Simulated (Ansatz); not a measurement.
**Single-point calculation of SnO2**

- system: SnO2 (6 atoms in the cell)
- method: DFT r2SCAN, scalar-relativistic, plane waves, PAW, no spin polarisation (Ansatz 0.2.0)

The structure derives from an entry of the Crystallography Open Database. It belongs to a series of runs on one base structure; here: atom 3 (O) moved +0.300 A towards its neighbour atom 1 (Sn) at 2.059 A. Figures and captions count atoms from 1; the log counts them from 0 in places.

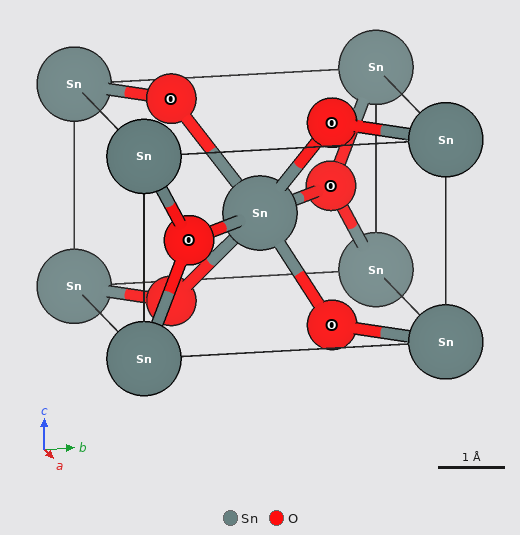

The input geometry (ball-and-stick view of the cell of the calculation, seen slightly off an axis). An atom can appear more than once, as a periodic image. Near neighbours in the periodic cell (some may lie outside the picture): Sn has 6 O at 1.76 to 2.27 Å; O has 3 Sn at 1.76 to 2.27 Å.

### Summary

| quantity | value |
| --- | --- |
| outcome | converged |
| space group (tolerance 0.01 Å) | Amm2 (38) |
| electrons treated | 52 |
| free energy | −14351.0872 eV |
| Fermi energy | 9.633 eV |
| gap on the k-point mesh | 1.45 eV |
| pressure | 6.53 GPa |
| largest force (length of the vector) | 10.469 eV/Å |
| hardware | 1 thread of Arm Neoverse V1, 24 GiB of memory available, shared host |
| wall time | 47 s |
| peak memory | 0.49 GiB |

### The input
```yaml
crystal:
  lattice:
    - [4.7602164773, 0.0, 0.0]
    - [0.0, 4.7602164773, 0.0]
    - [0.0, 0.0, 3.2005650988]
  atoms:
    - { symbol: Sn, position: [0.0, 0.0, 0.0] }
    - { symbol: Sn, position: [0.5, 0.5, 0.5] }
    - { symbol: O, position: [0.2613299716, 0.2613299716, 0.0] }
    - { symbol: O, position: [0.1941065016, 0.8058934984, 0.5] }
    - { symbol: O, position: [0.6941065016, 0.6941065016, 0.0] }
    - { symbol: O, position: [0.8058934984, 0.1941065016, 0.5] }
basis:
  ecutwfc: 500
kpoints:
  mp_grid: { grid: [6, 6, 8] }
hamiltonian:
  xc: r2scan
scf:
  occupations: { method: gaussian, width: 0.05 }
output:
  forces: true
  stress: true
  eigenvalues: true
  write_density: true
  write_potential: true
  elf: true
  volumetric_format: npy
```

Launched with:
```bash
ansatz run input.yaml --threads 1 --pin off --max-ram 2560MiB --backend cpu --events-out ev --progress --plain --runs-dir out
```

### The program's output
```
Engine: ansatz 0.2.0, aarch64-unknown-linux-gnu
Pseudopotentials: kind: paw
Pseudopotential: Sn, paw, valence charge 14, recommended cutoff 500 eV (meta_gga), Sn.paw.azcp
Pseudopotential: O, paw, valence charge 6, recommended cutoff 500 eV (meta_gga), O.paw.azcp
Functional definition: r2SCAN
  parameter k0 = 0.174
  parameter k1 = 0.065
  parameter a1 = 4.9479
  exchange = r2scan_x(k0 = k0, k1 = k1, a1 = a1)
  correlation = r2scan_c
Crystal: 6 atoms, lattice volume = 72.524 Å³
Basis set: ecut = 500 eV, 1867 PW (Γ), exchange–correlation on 144×144×96 points (64 copies of the dense FFT grid, shifted against one another)
Bands: 32, of which v1, the nominal top of the filled ones, is band 26 counted from 1 (25 counted from 0)
Symmetry: 4 space group operations
Space group: Amm2 (ITA 38), of the structure as read, at distance tolerance 4.2e-5 Å
k-points: 65 of 288 (time reversal used)
Non-local potential: Sn, projectors of the file, l = 0: 2, l = 1: 2, l = 2: 2, l = 3: 2
Non-local potential: O, projectors of the file, l = 0: 2, l = 1: 2, l = 2: 1
PAW form: soft (Blöchl's): semilocal exchange-correlation on the pseudo side does not see the compensation charge
PAW frozen core: Sn, regenerated for the run's functional (the file was generated under x = pbe(κ = 0.804, μ = 0.2195149727645171), c = pbe(β = 0.06672455060314922))
PAW frozen core: O, regenerated for the run's functional (the file was generated under x = pbe(κ = 0.804, μ = 0.2195149727645171), c = pbe(β = 0.06672455060314922))
PAW one-centre angular grid: Sn, 590 points (default); XC on 249 of its mesh's 2787 points in the sphere
PAW one-centre angular grid: O, 302 points (default); XC on 160 Gauss nodes
Initial density: superposition of atomic densities (neutral atoms: chi_scale 0, normalization atom), corrected by the library's trained network
Initial wavefunctions: pseudopotential atomic-orbital guess
Functional: x = r2scan, c = r2scan; τ floored in thin density (d = 2e-4 eV/Å³)
SCF iter   1: F=—  HF=-14350.986095 eV  |F-HF|=—  |Δ(HF+E_count)|=         —  Δρ=1.03e-2  dr2=5.91e-2  dr2_τ=2.93e-1  ethr=1.77e-3  ⟨swp⟩=6.1  Hψ=9199  notcnv=0  defer=11
preconditioner: auto → Resta (q_TF=auto, 2.581 Å⁻¹)  ε∞=3.3  [insulator: Δε(μ)=1.500 eV  Ē_g=20.649 eV  σ=0.050 eV  W_gap=1.00  n_scr=18 (ndim 8)  ℏωp=31.4 eV  f_vac=0.027  D(μ)=0.00/eV (n_scr^D=0)  ε∞_Penn≈3.3]
SCF iter   2: F=—  HF=-14351.088061 eV  |F-HF|=—  |Δ(HF+E_count)|=   1.02e-1  Δρ=6.10e-3  dr2=1.50e-2  dr2_τ=1.05e-3  ethr=1.14e-4  ⟨swp⟩=2.0  Hψ=3920  notcnv=0  defer=107
SCF iter   3: F=—  HF=-14351.087179 eV  |F-HF|=—  |Δ(HF+E_count)|=   8.82e-4  Δρ=1.03e-3  dr2=7.15e-4  dr2_τ=1.22e-4  ethr=2.88e-5  ⟨swp⟩=1.0  Hψ=1973  notcnv=0  defer=107
SCF iter   4: F=—  HF=-14351.087225 eV  |F-HF|=—  |Δ(HF+E_count)|=   4.64e-5  Δρ=4.23e-4  dr2=9.83e-5  dr2_τ=1.53e-5  ethr=1.38e-6  ⟨swp⟩=2.1  Hψ=2939  notcnv=0  defer=107
SCF iter   5: F=—  HF=-14351.087219 eV  |F-HF|=—  |Δ(HF+E_count)|=   6.32e-6  Δρ=1.34e-4  dr2=1.12e-5  dr2_τ=1.50e-6  ethr=1.89e-7  ⟨swp⟩=2.0  Hψ=2789  notcnv=0  defer=107
SCF iter   6: F=—  HF=-14351.087221 eV  |F-HF|=—  |Δ(HF+E_count)|=   2.06e-6  Δρ=4.98e-5  dr2=2.02e-6  dr2_τ=1.45e-7  ethr=2.14e-8  ⟨swp⟩=2.0  Hψ=2874  notcnv=0  defer=107
SCF iter   7: F=—  HF=-14351.087221 eV  |F-HF|=—  |Δ(HF+E_count)|=   3.10e-7  Δρ=1.40e-5  dr2=1.32e-7  dr2_τ=1.67e-8  ethr=3.88e-9  ⟨swp⟩=2.0  Hψ=2843  notcnv=0  defer=107
SCF iter   8: F=-14351.087221 eV  HF=-14351.087221 eV  |F-HF|=3.82e-8  |Δ(HF+E_count)|=   1.72e-8  Δρ=9.04e-6  dr2=5.71e-8  dr2_τ=5.26e-9  ethr=1.92e-10  ⟨swp⟩=15.2  Hψ=15957  notcnv=0
SCF 1 converged in 8 iterations: F = -14351.087221 eV  dr2 = 5.71e-8
  greatest PAW one-centre occupation: 0.996 electrons in one spin orbital (limit 2), on the Sn atom at site 0 (counted from 0), in its partial waves of l = 2
```

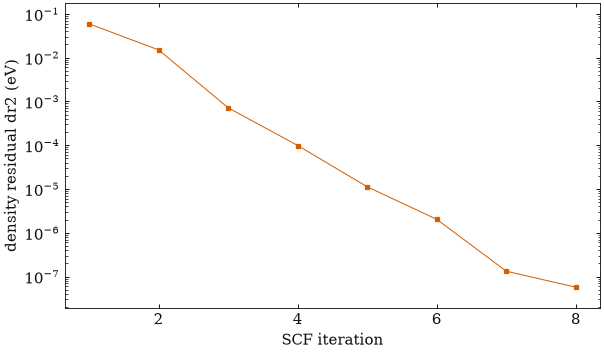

Convergence of the self-consistent field: density residual dr2 against the SCF iteration. The residual falls at every step.

```
SCF converged after 8 iterations
Free energy (F): -14351.087221 eV
Harris-Foulkes:  -14351.087221 eV  (|F-HF|=3.82e-8)
Internal energy: -14351.087221 eV  (E = F + TS)
E sigma→0 (E₀):  -14351.087221 eV
Fermi energy:    9.632588 eV
--- Per-component energies (eV) ---
  E_band       = -166.440784
  E_kinetic    = 1087.677435
  E_local      = -2907.805210  (includes V_loc(G=0)·N_el)
  E_nonlocal   = 132.281683
  E_hartree    = 1511.319658
  E_xc         = -1036.272173
  E_vxc        = -623.274618  (∫ρ·V_xc dr)
  E_paw        = -8986.288455  (= ΣΔE_a)
  E_vpaw       = -917.321859  (= ΣTr[D̂ρ^β])
  E_aug_tail   = 0.004062  (compensation charges beyond the density's cutoff)
  E_vtau       = 39.353004  (kinetic-family band-sum trace: ∫τ·v_τ [+ j·A + Jᵃ·Aᵃ] dr)
  E_ewald      = -4153.347098
  E_core_change = 1.342876  (= ΣΔE_core)
  E_smearing   = -0.000000  (= −TS)
  E_closure    = -0.000000  (closes the sum)
  Σ components = -14351.087221   (vs F -14351.087221, Δ=0.00e0)
--- Forces (eV/Å), atoms counted from 1 ---
  atom   1  Sn    -4.65412308    -4.65412308     0.00000000
  atom   2  Sn    -1.04748700    -1.04748700     0.00000000
  atom   3  O      7.40262430     7.40262430     0.00000000
  atom   4  O      0.28046009    -1.21259596     0.00000000
  atom   5  O     -0.76882716    -0.76882716     0.00000000
  atom   6  O     -1.21259596     0.28046009     0.00000000
  max |Σ_I F_I| component: 5.12e-5 eV/Å
--- Stress (GPa, compression-positive) ---
        8.743783      11.500171       0.000000
       11.500171       8.743783       0.000000
        0.000000       0.000000       2.089945
  P = ⅓ Tr σ = 6.5258 GPa (65.258 kbar)
--- Band table (eV; the first three rows and the last of 65) ---
  k-point 0: bands = ["-13.1597", "-12.3020", "-12.0768", "-12.0419", "-11.8870", "-11.8804", "-11.5869", "-11.3674", "-11.2197", "-11.1652", "-10.7434", "-9.3249", "-9.0705", "-6.6715", "0.5161", "4.4871", "4.9132", "5.0671", "5.6851", "7.0118", "7.3055", "7.7724", "7.8004", "8.0679", "8.0730", "8.9093", "10.3559", "15.8017", "15.8093", "16.1813", "19.6317", "19.6956"]
  k-point 1: bands = ["-13.1075", "-12.3332", "-12.1275", "-12.0596", "-11.8937", "-11.8839", "-11.5703", "-11.5063", "-11.2172", "-11.1817", "-10.6368", "-9.1584", "-8.7805", "-6.8016", "0.5782", "4.6132", "4.9187", "5.0446", "5.7808", "6.1144", "7.1778", "7.2128", "7.2590", "8.0490", "8.1480", "8.7947", "11.2363", "16.1758", "16.4433", "16.6063", "19.0076", "20.1125"]
  k-point 2: bands = ["-12.9715", "-12.4979", "-12.2254", "-12.0075", "-11.9574", "-11.9098", "-11.8777", "-11.3359", "-11.2189", "-11.2111", "-10.2887", "-8.7880", "-8.1860", "-7.1933", "0.7919", "4.5024", "4.7300", "5.0047", "5.3362", "5.9659", "6.2444", "6.4138", "6.6844", "7.9209", "8.0737", "8.4368", "12.6703", "16.4787", "17.8625", "17.8645", "18.5671", "20.4011"]
  k-point 64: bands = ["-12.7738", "-12.7065", "-12.3887", "-12.3553", "-11.9644", "-11.9052", "-11.8633", "-11.2713", "-11.1954", "-11.1526", "-8.9392", "-8.5723", "-8.0282", "-7.5183", "1.0244", "1.1614", "3.8955", "4.0592", "5.7297", "6.4032", "6.7621", "7.1597", "7.7690", "8.1173", "8.1484", "8.2455", "12.9484", "14.2524", "18.5253", "18.9242", "19.9435", "20.2438"]
```

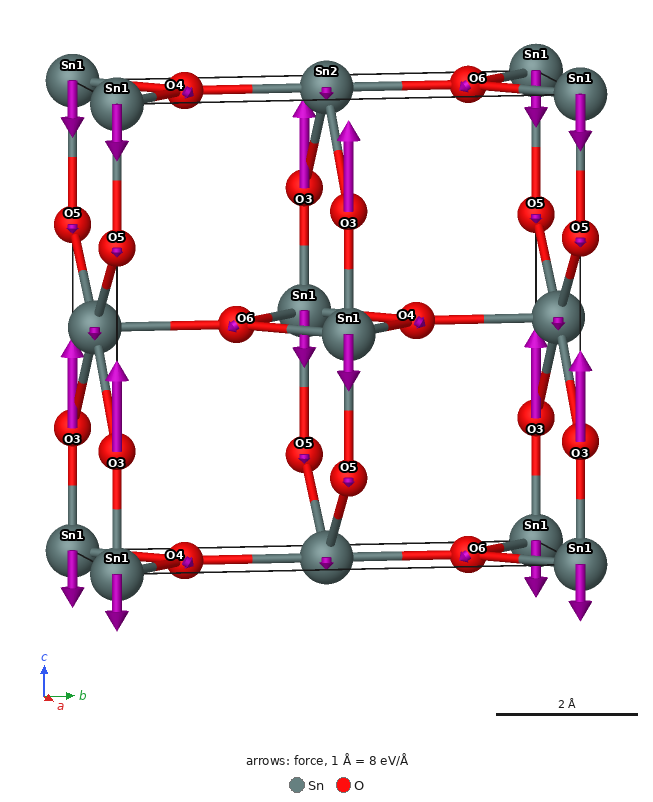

Forces on the atoms as pink arrows (ball-and-stick view of the cell 2 times as large as that of the calculation, set on its symmetry axes, seen slightly off an axis; atoms are numbered from 1 in the order of the input). The largest act on O3 (10.47 eV/Å); Sn1 (6.58 eV/Å). The geometry is not a stationary point of this energy.

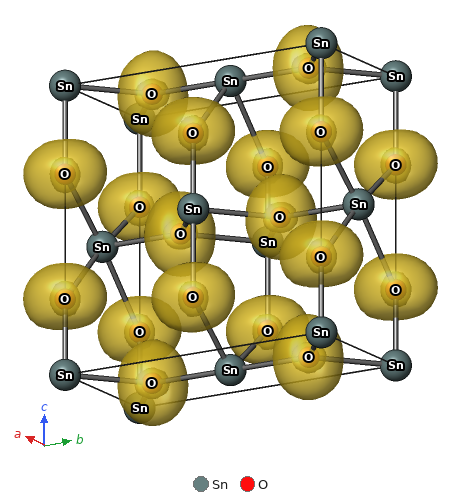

Isosurface of the ELF at 0.7 (yellow), seen at an oblique angle. Only the valence region is drawn (cores and ρ < 0.01 e/Å³ removed). Sticks mark near contacts. The outline is the cell set on symmetry axes. Values along the shortest contacts: Sn–O (1.76 Å): the ELF is about 0.25 at the midpoint. In a PAW calculation such maps are meaningful between the atoms, not at the nuclei.

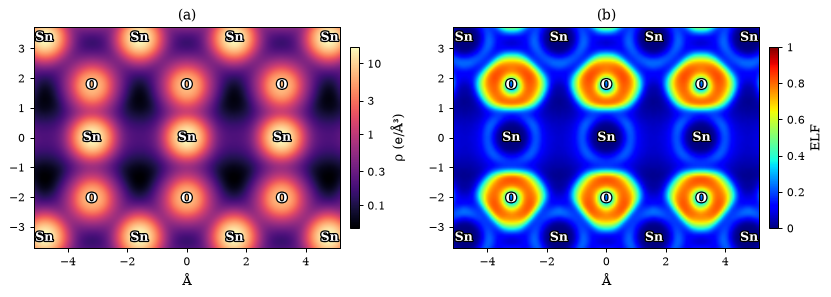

(a) valence electron density; (b) ELF on the (010) plane of the conventional cell. The section cuts through Sn and O sites. Sn–O (1.76 Å): ρ is about 1.2 e/Å³ halfway; the ELF is about 0.25 at the midpoint. Away from the nuclei the density in this plane falls to 0.05 e/Å³ at its lowest.
